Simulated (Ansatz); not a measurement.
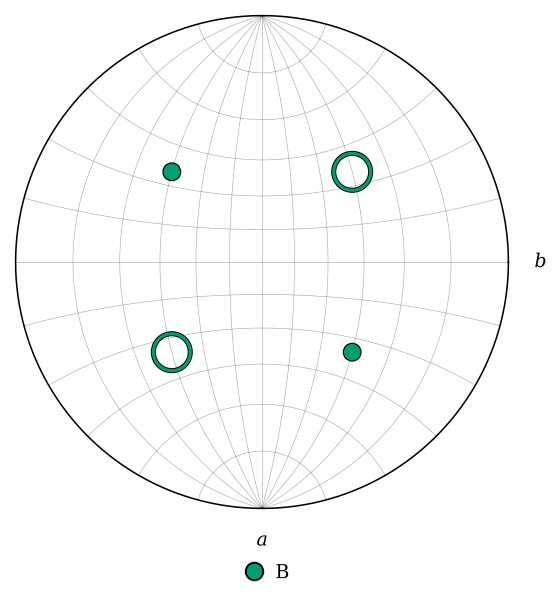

Directions from one phosphorus atom at (1/4, 1/4, 3/4) to its bonded neighbours, in stereographic projection down c (filled: above the plane of the page or in it, open: below). Crystal: BP, the geometry relaxed at a target pressure of -2 GPa with DFT PBEsol, scalar-relativistic, plane waves, PAW (Ansatz). All values are computed from the atomic coordinates in the standard setting (tolerance 0.002 Å).

Neighbours are counted up to 2.22 Å for B.

```cif
data_structure
_symmetry_space_group_name_H-M 'P 1'
_symmetry_Int_Tables_number 1
_cell_length_a 4.5384
_cell_length_b 4.5384
_cell_length_c 4.5384
_cell_angle_alpha 90.000
_cell_angle_beta 90.000
_cell_angle_gamma 90.000
_cell_volume 93.48
loop_
_atom_site_label
_atom_site_type_symbol
_atom_site_fract_x
_atom_site_fract_y
_atom_site_fract_z
_atom_site_occupancy
B1 B 0.00000 0.00000 0.00000 1
P1 P 0.25000 0.25000 0.75000 1
B2 B 0.00000 0.50000 0.50000 1
P2 P 0.25000 0.75000 0.25000 1
B3 B 0.50000 0.00000 0.50000 1
P3 P 0.75000 0.25000 0.25000 1
B4 B 0.50000 0.50000 0.00000 1
P4 P 0.75000 0.75000 0.75000 1
```

> How many neighbours are there, and at what angles?

4: 4 B at 1.97 Å. Angles between bonds: 109° (6×).

> What is the site's symmetry in the crystal?

Point group -43m (Td), order 24: three −4 axes, four threefold axes, six mirror planes. In F-43m (No. 216) this is Wyckoff position 4d.
